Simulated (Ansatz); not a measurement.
TiSi$_{2}$: geometry relaxation (part 2 of 2)

The same run, continued: TiSi$_{2}$ (Cmcm, 6 atoms in the cell); DFT PBE, scalar-relativistic, plane waves, PAW, no spin polarisation (Ansatz 0.2.0); cutoff 420 eV, 12×12×10 k-mesh, Gaussian smearing of 0.1 eV. The structure was made by a generator, so it may or may not be a known phase.

Geometry of the input (Å; fractional positions):
```
1.7651  -6.7593  0.0000
1.7651  6.7593  0.0000
0.0000  0.0000  3.5652
Ti 0.8969  0.1031  0.7500
Ti 0.1031  0.8969  0.2500
Si 0.5583  0.4417  0.7500
Si 0.4417  0.5583  0.2500
Si 0.2497  0.7503  0.7500
Si 0.7503  0.2497  0.2500
```

### Output, continued
```
SCF iter   1: F=—  HF=-7545.969966 eV  |F-HF|=—  |Δ(HF+E_count)|=         —  Δρ=8.86e-5  dr2=1.48e-7  ethr=5.36e-8  ⟨swp⟩=3.3  Hψ=50057  notcnv=0
preconditioner: auto → Kerker (q_TF=auto, 2.401 Å⁻¹)  [metal: Δε(μ)=0.011 eV  Ē_g=6.397 eV  σ=0.100 eV  W_gap=0.06  n_scr=18 (ndim 8)  ℏωp=19.6 eV  f_vac=0.000  D(μ)=1.65/eV (n_scr^D=10)]
SCF iter   2: F=—  HF=-7545.970087 eV  |F-HF|=—  |Δ(HF+E_count)|=   1.21e-4  Δρ=4.49e-5  dr2=3.81e-8  ethr=3.69e-10  ⟨swp⟩=2.0  Hψ=10812  notcnv=0
SCF iter   3: F=—  HF=-7545.970092 eV  |F-HF|=—  |Δ(HF+E_count)|=   4.40e-6  Δρ=1.40e-6  dr2=5.68e-10  ethr=9.52e-11  ⟨swp⟩=1.0  Hψ=6708  notcnv=0
iter 4 did not close the SCF: its close was put off for the readings that it lacked (scf_convergence_deferred on its scf_iter line)
SCF iter   4: F=-7545.970092 eV  HF=-7545.970092 eV  |F-HF|=3.82e-11  |Δ(HF+E_count)|=   2.62e-9  Δρ=3.37e-7  dr2=3.12e-11  ethr=1.42e-12  ⟨swp⟩=2.1  Hψ=8516  notcnv=0
iter 5 did not close the SCF: its close was put off for the readings that it lacked (scf_convergence_deferred on its scf_iter line)
SCF iter   5: F=-7545.970092 eV  HF=-7545.970092 eV  |F-HF|=9.09e-13  |Δ(HF+E_count)|=  3.73e-11  Δρ=1.61e-7  dr2=1.02e-11  ethr=1.00e-12  ⟨swp⟩=1.0  Hψ=6708  notcnv=0
iter 6 did not close the SCF: its close was put off for the readings that it lacked (scf_convergence_deferred on its scf_iter line)
SCF iter   6: F=-7545.970092 eV  HF=-7545.970092 eV  |F-HF|=9.09e-13  |Δ(HF+E_count)|=  4.55e-12  Δρ=1.56e-8  dr2=3.16e-13  ethr=1.00e-12  ⟨swp⟩=1.0  Hψ=6708  notcnv=0
iter 7 did not close the SCF: its close was put off for the readings that it lacked (scf_convergence_deferred on its scf_iter line)
SCF iter   7: F=-7545.970092 eV  HF=-7545.970092 eV  |F-HF|=9.09e-13  |Δ(HF+E_count)|=  9.09e-13  Δρ=3.20e-9  dr2=1.12e-14  ethr=1.00e-12  ⟨swp⟩=1.0  Hψ=6708  notcnv=0
SCF iter   8: F=-7545.970092 eV  HF=-7545.970092 eV  |F-HF|=9.09e-13  |Δ(HF+E_count)|=    0.00e0  Δρ=8.26e-10  dr2=9.69e-16  ethr=1.00e-12  ⟨swp⟩=1.0  Hψ=14482  notcnv=0
SCF 6 converged in 8 iterations: F = -7545.970092 eV  dr2 = 9.69e-16
relax step   6: F+E_penalty+E_count = -7545.97009152 eV  Δ(F+E_penalty+E_count) = -1.647e-4 eV  max|allowed force component| = 5.834e-4 eV/Å  Δτ_max = 0.0000 Å  P = +0.001 GPa  Ω = 86.083 Å³  stress off target by 7.58e-3 GPa  SCF on the basis re-selected at this cell (its energy is not comparable with the rows above)  (8 SCF iters)
```

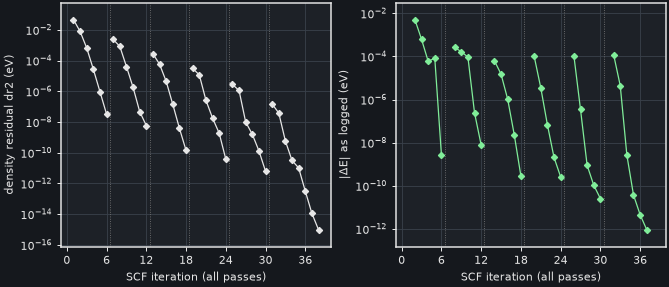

**Figure 1.** Convergence of the self-consistent field: density residual dr2 and size of the energy change against the SCF iteration. The dotted lines part the SCF passes of the relaxation: geometry steps, rejected trials and re-solves on a re-selected basis. The 6 passes take 6 to 8 iterations each, 38 in all.

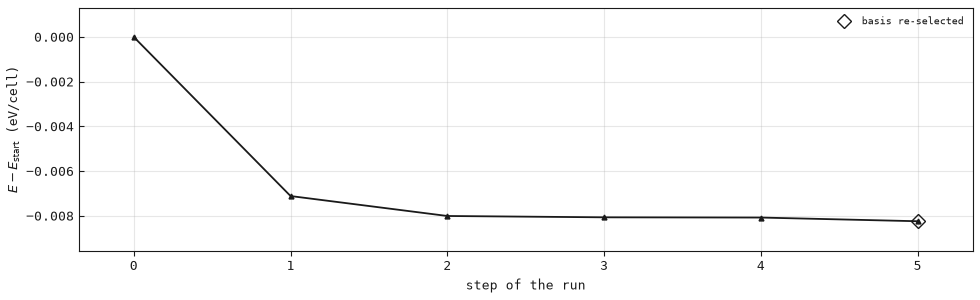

**Figure 2.** Progress of the relaxation, step by step (the first geometry is step 0 here and step 1 in the log).

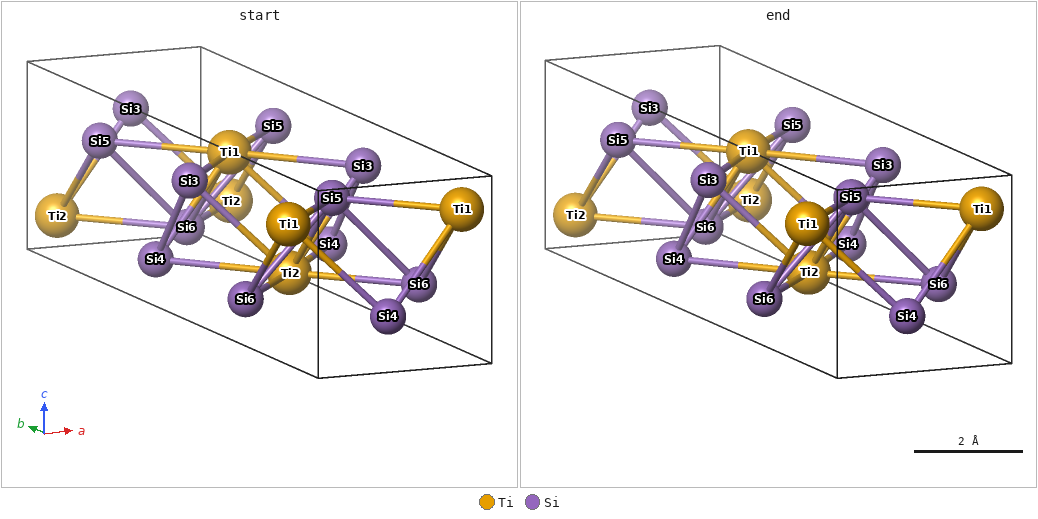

**Figure 3.** Before (left) and after (right) the relaxation, at one scale (ball-and-stick view of the cell 2 times as large as that of the calculation, set on its symmetry axes, seen slightly off an axis). The energy falls by 8.1 meV per cell of the calculation in 4 geometry steps. The largest force component goes from 0.19 to 0.00058 eV/Å. The pressure goes from 1.85 to 0.00 GPa. The largest moves relative to the cell, 0.013 Å, are those of Si3 and Si4. Ti stays in place. The volume changes by +1.2 %, with a 3.530 → 3.548 Å (+0.5 %), b 13.519 → 13.558 Å (+0.3 %), c 3.565 → 3.579 Å (+0.4 %). Distances before and after: Si3–Si4 2.379 → 2.404 Å, Ti1–Si3 2.806 → 2.827 Å, Si5–Si6 2.509 → 2.520 Å, Ti1–Si6 2.665 → 2.675 Å. The space group stays Cmcm (No. 63). A last SCF at the same geometry on a re-selected plane-wave basis shifts the energy by −0.2 meV per cell of the calculation. (Atoms are counted from 1 in the order of the input.)

```
basis re-selected at this cell: Δ(F+E_penalty+E_count) = -1.647e-4 eV, ΔP = +0.002 GPa vs the last step (what re-selecting the basis moved, of the pressure what is left beyond the Pulay correction that the steps carried, after the strain that the cell walked since its last selection, with what the two solves' SCF thresholds leave and, on support functions, any second-order correction that the steps lacked; it is no measure of the basis error at this ecutwfc). This SCF's stress stands 7.58e-3 GPa from its target on what of the cell is left free (relax.cell.stress_tol is 5.00e-2 GPa) and its largest allowed force component is 5.83e-4 eV/Å (relax.f_tol is 1.00e-2 eV/Å): within both
SCF converged after 8 iterations
Free energy (F): -7545.970092 eV
Harris-Foulkes:  -7545.970092 eV  (|F-HF|=9.09e-13)
Internal energy: -7545.961843 eV  (E = F + TS)
E sigma→0 (E₀):  -7545.965967 eV
Entropy (-TS):   -0.008249 eV (-1.375 meV/atom)
Fermi energy:    12.789380 eV
--- Per-component energies (eV) ---
  E_band       = -230.129050
  E_kinetic    = 718.903735
  E_local      = -2080.479320  (includes V_loc(G=0)·N_el)
  E_nonlocal   = 118.417898
  E_hartree    = 903.238265
  E_xc         = -422.751705
  E_vxc        = -440.552736  (∫ρ·V_xc dr)
  E_paw        = -4146.862715  (= ΣΔE_a)
  E_vpaw       = -352.895443  (= ΣTr[D̂ρ^β])
  E_aug_tail   = 0.000285  (compensation charges beyond the density's cutoff)
  E_ewald      = -2636.428286
  E_smearing   = -0.008249  (= −TS)
  E_closure    = 0.000000  (closes the sum)
  Σ components = -7545.970092   (vs F -7545.970092, Δ=0.00e0)
--- Forces (eV/Å), atoms counted from 1 ---
  atom   1  Ti     0.00000000    -0.00006136    -0.00000000
  atom   2  Ti    -0.00000000     0.00006136     0.00000000
  atom   3  Si    -0.00000000     0.00058336     0.00000000
  atom   4  Si     0.00000000    -0.00058336    -0.00000000
  atom   5  Si     0.00000000    -0.00021526    -0.00000000
  atom   6  Si    -0.00000000     0.00021526     0.00000000
  max |Σ_I F_I| component: 4.16e-17 eV/Å
--- Stress (GPa, compression-positive) ---
        0.007583      -0.000000       0.000000
       -0.000000      -0.005005       0.000000
        0.000000       0.000000      -0.000356
  P = ⅓ Tr σ = 0.0007 GPa (0.007 kbar)
--- Band table (eV; the first three rows and the last of 258) ---
  k-point 0: bands = ["-44.0345", "-44.0256", "-20.3859", "-20.3497", "-20.3423", "-20.3373", "-20.3170", "-20.3018", "-0.2192", "2.0088", "4.2670", "9.4045", "9.7215", "9.8702", "10.2800", "10.2852", "10.6639", "10.7268", "10.7489", "13.2472", "13.4850", "13.5884", "13.6712", "14.1017", "14.1831", "14.8552"]
  k-point 1: bands = ["-44.0340", "-44.0255", "-20.3844", "-20.3491", "-20.3489", "-20.3371", "-20.3222", "-20.3015", "-0.1015", "2.1085", "4.3729", "8.2542", "9.2658", "9.9362", "10.2557", "10.6834", "10.6949", "10.7358", "11.1258", "13.0012", "13.3073", "13.5028", "13.8524", "14.5029", "14.5032", "14.8798"]
  k-point 2: bands = ["-44.0325", "-44.0253", "-20.3821", "-20.3655", "-20.3466", "-20.3366", "-20.3339", "-20.3027", "0.2486", "2.4066", "4.6500", "6.8352", "8.0297", "9.9841", "10.1150", "10.6884", "10.8223", "10.9121", "11.9035", "12.5665", "13.0605", "13.2274", "14.2752", "14.3516", "14.9011", "15.0067"]
  k-point 257: bands = ["-44.0266", "-44.0266", "-20.4043", "-20.4043", "-20.3380", "-20.3380", "-20.3228", "-20.3228", "2.9691", "2.9691", "3.6066", "3.6066", "9.2282", "9.2282", "9.4633", "9.4633", "10.7520", "10.7520", "11.9217", "11.9217", "13.2465", "13.2465", "14.4378", "14.4378", "15.1843", "15.1843"]
--- Relaxed structure (5 steps of the walk, 5 accepted, 1 SCFs on fresh bases) ---
  F+E_penalty+E_count = -7545.97009152 eV   max|allowed force component| = 5.834e-4 eV/Å   (the final SCF, on the basis selected at the relaxed cell)
  cell:  # Å, volume = 86.0827 Å³
    - [1.7742224735789491, -6.779001816533529, -8.748179548931438e-19]
    - [1.7742224735789491, 6.779001816533529, -8.748179548931422e-19]
    - [-1.7669646210135076e-18, 3.903018484309677e-34, 3.578589135652967]
  atoms:
    - { symbol: Ti, position: [0.8968760999947554, 0.10312390000524485, 0.7500000000000001] }
    - { symbol: Ti, position: [0.10312390000524485, 0.8968760999947554, 0.25] }
    - { symbol: Si, position: [0.5592313083762397, 0.44076869162376026, 0.7500000000000001] }
    - { symbol: Si, position: [0.44076869162376026, 0.5592313083762397, 0.25] }
    - { symbol: Si, position: [0.24977283477344336, 0.7502271652265566, 0.7500000000000001] }
    - { symbol: Si, position: [0.7502271652265566, 0.24977283477344336, 0.25] }
```

### Trajectory as extended XYZ (Å, eV, eV/Å), 6 frames, from step=1 to step=6
```
6
Lattice="1.7651 -6.7593 0.0000 1.7651 6.7593 0.0000 0.0000 0.0000 3.5652" Properties=species:S:1:pos:R:3:forces:R:3 step=1 energy=-7545.96185 pressure_GPa=1.85
Ti    1.7651   -5.3653    2.6739    0.0000  -0.0120   0.0000
Ti    1.7651    5.3653    0.8913    0.0000   0.0120   0.0000
Si    1.7651   -0.7875    2.6739    0.0000  -0.1873   0.0000
Si    1.7651    0.7875    0.8913    0.0000   0.1873   0.0000
Si    1.7651    3.3839    2.6739    0.0000  -0.0009   0.0000
Si    1.7651   -3.3839    0.8913    0.0000   0.0009   0.0000
6
Lattice="1.7736 -6.7859 0.0000 1.7736 6.7859 0.0000 0.0000 0.0000 3.5751" Properties=species:S:1:pos:R:3:forces:R:3 step=2 energy=-7545.96897 pressure_GPa=0.19
Ti    1.7736   -5.3852    2.6813    0.0000  -0.0024   0.0000
Ti    1.7736    5.3852    0.8938    0.0000   0.0024   0.0000
Si    1.7736   -0.7950    2.6813    0.0000  -0.1007   0.0000
Si    1.7736    0.7950    0.8938    0.0000   0.1007   0.0000
Si    1.7736    3.3963    2.6813    0.0000  -0.0020   0.0000
Si    1.7736   -3.3963    0.8938    0.0000   0.0020   0.0000
6
Lattice="1.7737 -6.7771 0.0000 1.7737 6.7771 0.0000 0.0000 0.0000 3.5812" Properties=species:S:1:pos:R:3:forces:R:3 step=3 energy=-7545.96986 pressure_GPa=-0.02
Ti    1.7737   -5.3791    2.6859    0.0000  -0.0056   0.0000
Ti    1.7737    5.3791    0.8953    0.0000   0.0056   0.0000
Si    1.7737   -0.8012    2.6859    0.0000  -0.0171   0.0000
Si    1.7737    0.8012    0.8953    0.0000   0.0171   0.0000
Si    1.7737    3.3924    2.6859    0.0000  -0.0030   0.0000
Si    1.7737   -3.3924    0.8953    0.0000   0.0030   0.0000
6
Lattice="1.7749 -6.7781 0.0000 1.7749 6.7781 0.0000 0.0000 0.0000 3.5779" Properties=species:S:1:pos:R:3:forces:R:3 step=4 energy=-7545.96992 pressure_GPa=-0.02
Ti    1.7749   -5.3803    2.6834    0.0000   0.0005   0.0000
Ti    1.7749    5.3803    0.8945    0.0000  -0.0005   0.0000
Si    1.7749   -0.8033    2.6834    0.0000   0.0012   0.0000
Si    1.7749    0.8033    0.8945    0.0000  -0.0012   0.0000
Si    1.7749    3.3919    2.6834    0.0000   0.0005   0.0000
Si    1.7749   -3.3919    0.8945    0.0000  -0.0005   0.0000
6
Lattice="1.7742 -6.7790 0.0000 1.7742 6.7790 0.0000 0.0000 0.0000 3.5786" Properties=species:S:1:pos:R:3:forces:R:3 step=5 energy=-7545.96993 pressure_GPa=-0.00
Ti    1.7742   -5.3808    2.6839    0.0000  -0.0001   0.0000
Ti    1.7742    5.3808    0.8946    0.0000   0.0001   0.0000
Si    1.7742   -0.8031    2.6839    0.0000   0.0005   0.0000
Si    1.7742    0.8031    0.8946    0.0000  -0.0005   0.0000
Si    1.7742    3.3926    2.6839    0.0000  -0.0002   0.0000
Si    1.7742   -3.3926    0.8946    0.0000   0.0002   0.0000
6
Lattice="1.7742 -6.7790 0.0000 1.7742 6.7790 0.0000 0.0000 0.0000 3.5786" Properties=species:S:1:pos:R:3:forces:R:3 step=6 energy=-7545.97009 pressure_GPa=0.00
Ti    1.7742   -5.3808    2.6839    0.0000  -0.0001   0.0000
Ti    1.7742    5.3808    0.8946    0.0000   0.0001   0.0000
Si    1.7742   -0.8031    2.6839    0.0000   0.0006   0.0000
Si    1.7742    0.8031    0.8946    0.0000  -0.0006   0.0000
Si    1.7742    3.3926    2.6839    0.0000  -0.0002   0.0000
Si    1.7742   -3.3926    0.8946    0.0000   0.0002   0.0000
```
